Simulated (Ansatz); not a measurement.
Ti₂Al₆H (slab)

```yaml
crystal:
  lattice:
    - [5.02419, 0.00000, 0.00000]
    - [2.15888, 4.53670, 0.00000]
    - [0.00000, 0.00000, 21.21871]
  atoms:
    - { symbol: Al, position: [0.50000, 0.00000, 0.18851] }
    - { symbol: Al, position: [0.00000, 0.50000, 0.18851] }
    - { symbol: Ti, position: [0.50000, 0.50000, 0.25173] }
    - { symbol: Al, position: [0.00000, 0.00000, 0.25173] }
    - { symbol: Al, position: [0.00000, 0.50000, 0.31935] }
    - { symbol: Al, position: [0.50000, 0.00000, 0.31935] }
    - { symbol: Ti, position: [0.00000, 0.00000, 0.37970] }
    - { symbol: Al, position: [0.50000, 0.50000, 0.38262] }
    - { symbol: H, position: [0.50000, 0.00000, 0.50044] }
```

Not relaxed (largest force 1.0 eV/Å); computed without spin polarisation; PAW files of the earlier set (soft_1).

Computed with Ansatz 0.2.0, DFT PBE+D3(BJ), scalar-relativistic, plane waves, PAW.

Question: Predict the valence pseudo-density and electron localisation function between the atoms.

Answer: Al–H (3.54 Å): ρ at the midpoint is about 0.05 e/Å³; the ELF climbs to about 1 towards the hydrogen.
Al–Al (2.78 Å): ρ at the midpoint is about 0.22 e/Å³; the ELF peaks at about 0.65 between the atoms.
Ti–Al (2.78 Å): ρ is about 0.19 e/Å³ halfway; the ELF is about 0.30 at the midpoint: no localised pair shows between them.

Question: Does the calculation give a band gap?

Answer: It is metallic or semimetallic at this level of theory: no gap opens.

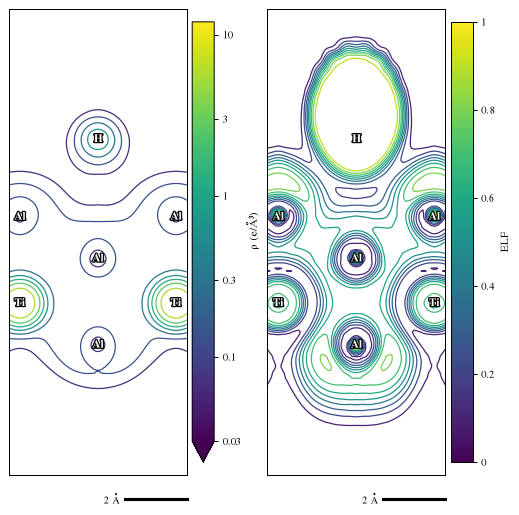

Computed valence pseudo-density and electron localisation function on the (100) plane of the calculation cell, a cut from vacuum to vacuum, in this order. 

In a PAW calculation such maps are meaningful between the atoms, not at the nuclei.
